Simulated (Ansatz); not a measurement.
A series of calculations on GaN

### Relaxation

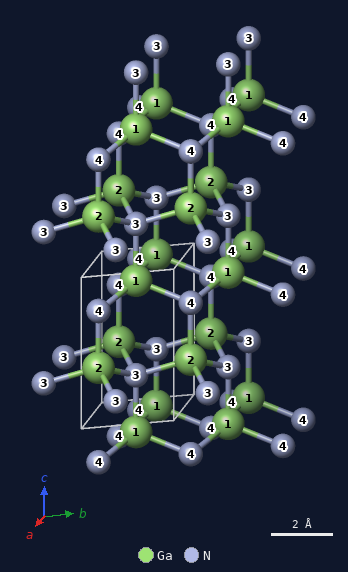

Starting structure of solid GaN (set up in P6_3mc). The picture is a ball-and-stick view of the cell of the calculation, repeated 2 × 2 × 2 with one cell outlined, seen slightly off an axis.

Method: DFT PBE+D3(BJ), scalar-relativistic, plane waves, PAW (Ansatz 0.2.0).

Input file:
```yaml
crystal:
  lattice:
    - [3.1799996605, 0.0, 0.0]
    - [-1.5899998303, 2.75396049, 0.0]
    - [0.0, 0.0, 5.166]
  atoms:
    - { symbol: Ga, position: [0.3333333333, 0.6666666667, 0.0] }
    - { symbol: Ga, position: [0.6666666667, 0.3333333333, 0.5] }
    - { symbol: "N", position: [0.3333333333, 0.6666666667, 0.375] }
    - { symbol: "N", position: [0.6666666667, 0.3333333333, 0.875] }
basis:
  ecutwfc: 420
kpoints:
  mp_grid: { grid: [12, 12, 6] }
hamiltonian:
  xc: pbe
  dispersion: d3bj
scf:
  occupations: { method: gaussian, width: 0.02 }
output:
  forces: true
  stress: true
  eigenvalues: true
relax:
  adjacent_minimum: "off"
  f_tol: 0.005
  max_steps: 80
  cell: { stress_tol: 0.05 }
```

Command:
```bash
ansatz run input.yaml --threads 4 --pin off --max-ram 10240MiB --backend cpu --events-out ev --progress --plain --runs-dir out
```

**Where does the relaxation end?**

The energy falls by 2.7 meV per atom in 4 accepted moves (6 points after the start). The largest force component goes from 0.14 to under 0.0001 eV/Å. The pressure goes from 3.51 to 0.00 GPa. The SCF was repeated twice at an unchanged geometry on a basis and grid sized afresh for the cell, which shifted the energy by 0.7 meV per atom at most. The largest moves relative to the cell, 0.004 Å, are those of Ga1, Ga2, N3 and N4. N4 goes along +c. Largest moves by element: N 0.004 Å, Ga 0.004 Å. The volume changes by +1.9 %, with a = b 3.180 → 3.197 Å (+0.5 %), c 5.166 → 5.209 Å (+0.8 %). Some distances before and after: Ga1–N3 1.937 → 1.962 Å, Ga1–N4 1.946 → 1.954 Å. The space group stays P6_3mc (No. 186). Cost: 8.4 s on 4 threads of Intel(R) Xeon(R) 6975P-C (Granite Rapids), with other jobs on the host, peak memory 0.49 GiB.

### Relaxation

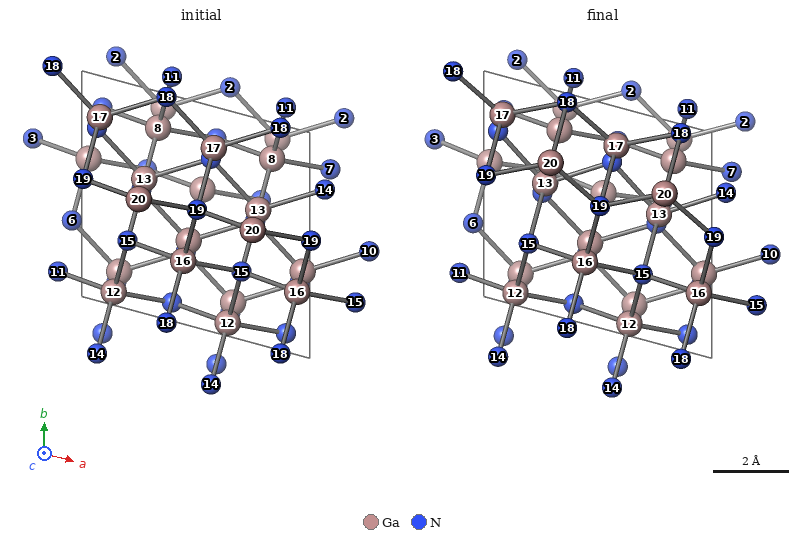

The structure of a slab of composition GaN (cut from the P6_3mc phase) before (left) and after (right) a relaxation, at one scale.

Style: ball-and-stick. Shown: the 2 × 1 repeat of the cell, outlined in the plane, without the vacuum (origin shifted), along the c axis.

Case: (1 0 1) slab, atoms relaxed. The slab is the (1 0 1) face of GaN.

The calculation used Ansatz 0.2.0, DFT PBEsol, scalar-relativistic, plane waves, PAW.

The input:
```yaml
crystal:
  lattice:
    - [3.1825784895, 0.0, 0.0]
    - [-1.5912892448, 5.8724141529, 0.0]
    - [0.0, 0.0, 26.7631672812]
  atoms:
    - { symbol: Ga, position: [0.5370284539, 0.0740569078, 0.2802358899] }
    - { symbol: "N", position: [0.1218465068, 0.2436930135, 0.2993276426] }
    - { symbol: "N", position: [0.3902036421, 0.7804072842, 0.3144837881] }
    - { symbol: Ga, position: [0.8788141307, 0.7576282614, 0.3560166175] }
    - { symbol: Ga, position: [0.147171266, 0.2943425321, 0.3711727631] }
    - { symbol: "N", position: [0.7319893189, 0.4639786378, 0.3902645157] }
    - { symbol: "N", position: [0.0003464543, 0.0006929085, 0.4054206613] }
    - { symbol: Ga, position: [0.4889569428, 0.9779138857, 0.4469534907] }
    - { symbol: Ga, position: [0.7573140782, 0.5146281564, 0.4621096362] }
    - { symbol: "N", position: [0.3421321311, 0.6842642621, 0.4812013889] }
    - { symbol: "N", position: [0.6104892664, 0.2209785329, 0.4963575344] }
    - { symbol: Ga, position: [0.099099755, 0.19819951, 0.5378903638] }
    - { symbol: Ga, position: [0.3674568903, 0.7349137807, 0.5530465093] }
    - { symbol: "N", position: [0.9522749432, 0.9045498865, 0.572138262] }
    - { symbol: "N", position: [0.2206320786, 0.4412641572, 0.5872944075] }
    - { symbol: Ga, position: [0.7092425671, 0.4184851343, 0.6288272369] }
    - { symbol: Ga, position: [0.9775997025, 0.955199405, 0.6439833825] }
    - { symbol: "N", position: [0.5624177554, 0.1248355108, 0.6630751351] }
    - { symbol: "N", position: [0.8307748907, 0.6615497815, 0.6782312807] }
    - { symbol: Ga, position: [0.3193853793, 0.6387707586, 0.7197641101] }
basis:
  ecutwfc: 420
kpoints:
  mp_grid: { grid: [9, 5, 1] }
hamiltonian:
  xc: pbesol
scf:
  occupations: { method: gaussian, width: 0.05 }
output:
  forces: true
  eigenvalues: true
  write_density: true
  write_potential: true
  elf: true
  volumetric_format: npy
relax:
  adjacent_minimum: "off"
  f_tol: 0.02
  max_steps: 60
efield:
  axis: 3
  dipole_correction: true
  ramp_width: 0.04
```

Launched with:
```bash
ansatz run input.yaml --threads 2 --pin off --max-ram 5120MiB --backend cpu --events-out ev --progress --plain --runs-dir out
```

**What changed between the two?**

The energy falls by 1.288 eV per cell of the calculation in 8 accepted moves (9 points after the start). Largest force component: 2.7 eV/Å at the start, 0.014 eV/Å at the end. The line search rejected the trial step at point 7 of the run. The largest move relative to the layer's centre is that of Ga20, 1.06 Å at 74° to the normal (−c side). By element the largest moves are Ga 1.06 Å, N 0.16 Å. The cell doesn't change. Among the contacts that change: N18–Ga20 3.233 → 2.065 Å, Ga17–N19 1.953 → 2.065 Å, Ga1–N2 1.946 → 1.847 Å, Ga4–N7 1.946 → 2.039 Å. New bonds form: N18–Ga20 (3.23 → 2.07 Å). Bond angles that change, for instance: Ga17–N19–Ga20 109.2° → 84.0°, Ga16–N19–Ga20 109.7° → 124.0°, N18–Ga17–N19 109.2° → 96.0°.

### A change

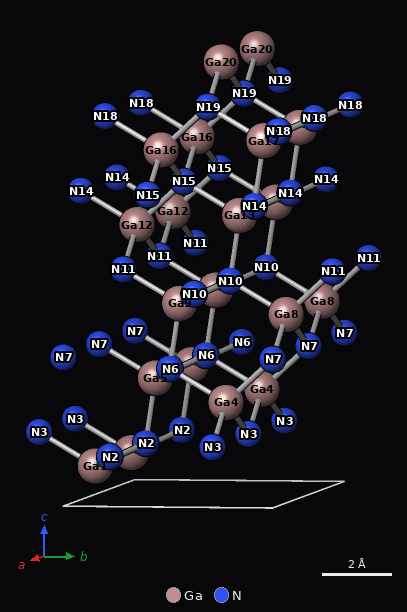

This is a (1 0 1) slab of GaN as cut from the relaxed bulk. The picture is a ball-and-stick view of the 2 × 1 repeat of the cell, outlined in the plane, without the vacuum, seen slightly off an axis.

Computed with DFT PBEsol, scalar-relativistic, plane waves, PAW (Ansatz). Set-up: plane-wave cutoff 420 eV; occupations gaussian; no spin polarisation. The k-mesh is chosen for each cell (12×12×6, 9×5×1). Smearing widths differ between the runs.

The variant: The atoms of the slab are relaxed at the bulk's in-plane cell.

The input:

The input is the one shown above.

Predict the response.

The surface energy (mean of the two faces) falls from 3.30 to 2.74 J/m². The top spacing, between the Ga and N planes, goes from 1.11 to 0.76 Å (−31.8 %), the bottom one (Ga to N) from 0.51 to 0.20 Å (−61.1 %). The cell stays as it was. Ga20 moves most relative to the layer's centre: 1.06 Å at 74° to the normal (−c side). Largest moves by element: Ga 1.06 Å, N 0.16 Å. Near-neighbour distances before and after: Ga–N 3.233 → 2.065 Å, Ga–N 1.947 → 1.847 to 2.065 Å. New contacts form: N18–Ga20 (3.23 → 2.07 Å).

The changed structure in the same view:

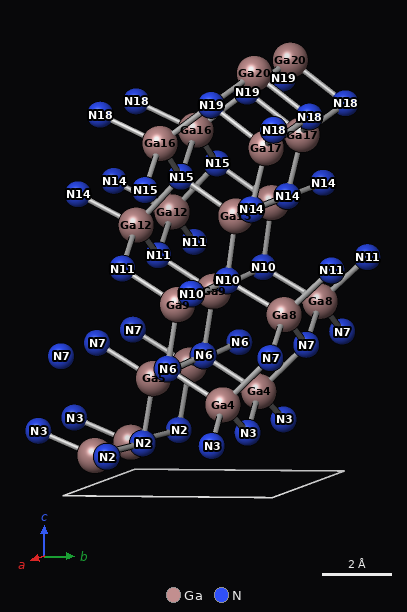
